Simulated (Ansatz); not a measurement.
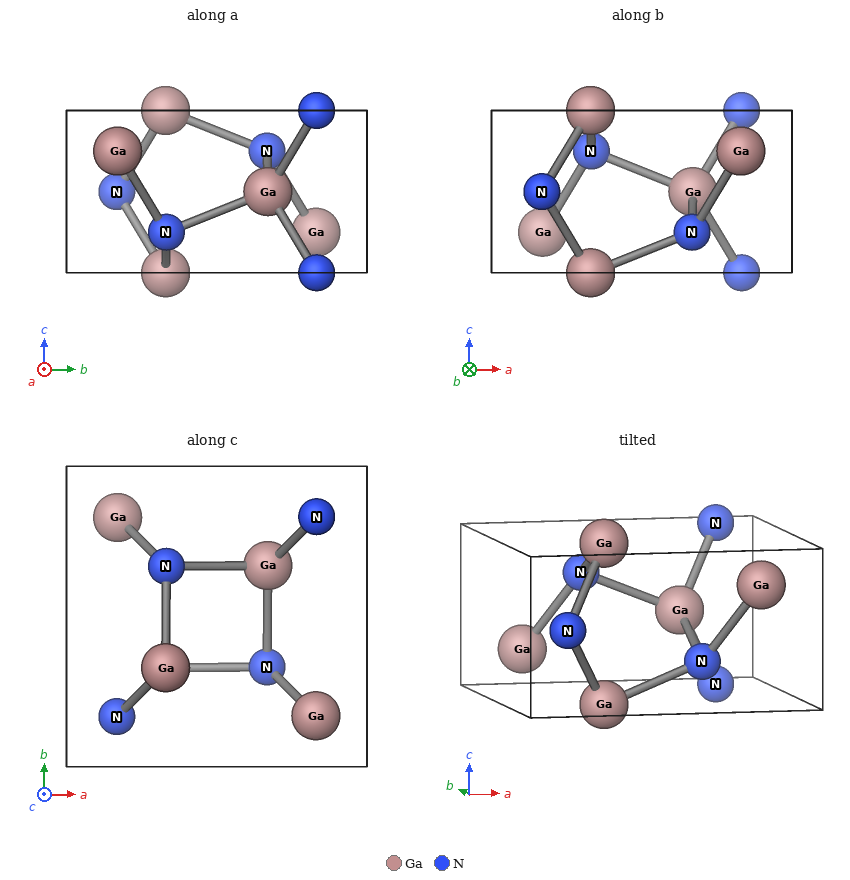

Shown here is a ball-and-stick view of the crystal, taken along the a axis, along the b axis, along the c axis and slightly off an axis. The outline marks the conventional unit cell.

Lattice parameters: a = 5.569 Å, b = 5.569 Å, c = 3.007 Å, α = 90.00°, β = 90.00°, γ = 90.00°. Put a along x and b in the xy plane.

Question: Give the structure in the form of a POSCAR file, with free fractional coordinates to two decimals.

Answer:
```
Ga N
1.0
     5.569    0.000    0.000
     0.000    5.569    0.000
     0.000    0.000    3.007
Ga N
4 4
Direct
  0.67 0.67 0.50
  0.17 0.83 0.25
  0.33 0.33 0.00
  0.83 0.17 0.75
  0.83 0.83 0.00
  0.33 0.67 0.75
  0.17 0.17 0.50
  0.67 0.33 0.25
```

The structure was taken from a structure type filled with these elements by a generator (whether the compound takes this form wasn't checked). Earlier steps of the study may have refined or changed the cell and positions. Ansatz was used for an electronic-structure calculation on it.
